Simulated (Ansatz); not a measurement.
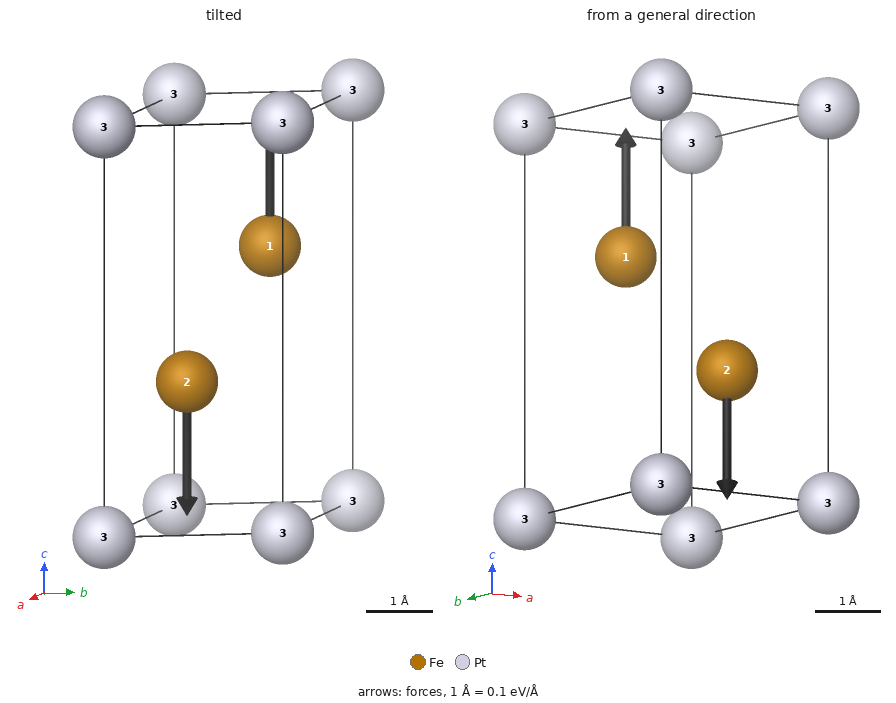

Structure drawing (spheres-only), viewed slightly off an axis and from a general direction. Lines trace the edges of the simulation cell. The arrows are the computed forces on the atoms.

System: Fe2Pt. All computed values are from DFT PBE, scalar-relativistic, plane waves, PAW in Ansatz 0.2.0. Settings: plane waves up to 420 eV, 18×18×8 k-mesh, Gaussian smearing of 0.15 eV, collinear spins.

Question: Are the forces small enough to call this converged?

Answer: No. The atoms still feel forces of up to about 0.17 eV/Å, above a usual threshold of 0.01 to 0.03 eV/Å.

Question: Name the atom under the greatest force.

Answer: Fe1 and Fe2, about 0.17 eV/Å.

Provenance: a structure listed in the Materials Project. The cell was then strained or its atoms displaced on purpose. It was run through Ansatz as a DFT input.
